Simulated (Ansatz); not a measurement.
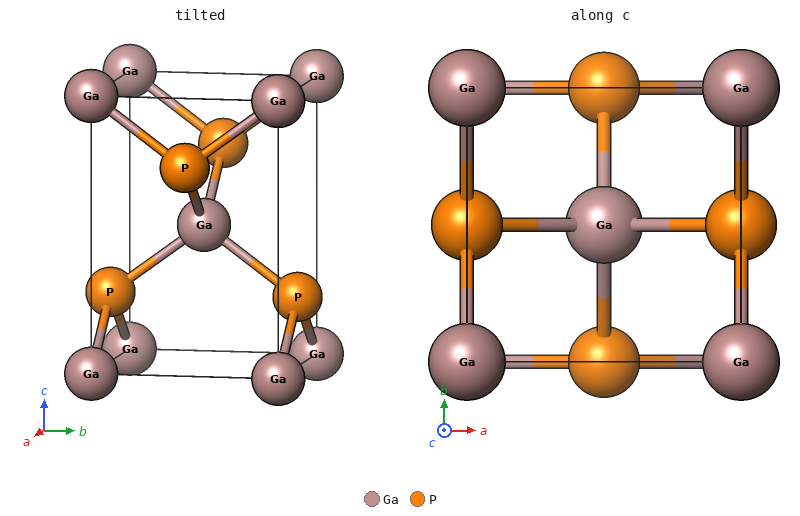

Ball-and-stick drawing of the structure, looking slightly off an axis and along the c axis. The conventional unit cell is outlined; an atom on or near a face, edge or corner is repeated at each equivalent position.

GaP, space group I-4m2 (No. 119), a = 3.777 Å, b = 3.777 Å, c = 5.544 Å, α = 90.00°, β = 90.00°, γ = 90.00°. Source of the structure: a structure type filled with these elements by a generator (whether the compound takes this form wasn't checked). The cell was then strained or its atoms displaced on purpose. It went into a calculation with Ansatz.

This one geometry was computed with Ansatz (DFT, plane waves, PAW) at four levels of theory: HSE06, r2SCAN with spin-orbit coupling, PBE and r2SCAN. It was relaxed with r2SCAN and then strained.

> Which level gives the highest pressure at this volume, and what does that say about its equilibrium volume?

Highest: PBE (4.6 GPa), which points to the largest equilibrium volume. Lowest, with the smallest volume: r2SCAN with spin-orbit coupling (2.2 GPa) and r2SCAN (2.2 GPa). Levels within 0.5 GPa of each other can't be told apart.

> How does the band gap change with the level of theory?

PBE: a gap of 1.37 eV, indirect; r2SCAN with spin-orbit coupling: a gap of 1.59 eV, indirect; r2SCAN: a gap of 1.61 eV, indirect; HSE06: a gap of 2.03 eV, indirect.

> Collect the results in a table.

| level | cutoff (eV) | k-mesh of the run's cell | gap (eV) | pressure (GPa) |
| --- | --- | --- | --- | --- |
| HSE06 | 420 | 6×6×6 | 2.03 | 2.9 |
| r2SCAN with spin-orbit coupling | 500 | 8×8×8 | 1.59 | 2.2 |
| PBE | 420 | 8×8×8 | 1.37 | 4.6 |
| r2SCAN | 500 | 8×8×8 | 1.61 | 2.2 |

Gaps are taken on the k-mesh or band path of each run.
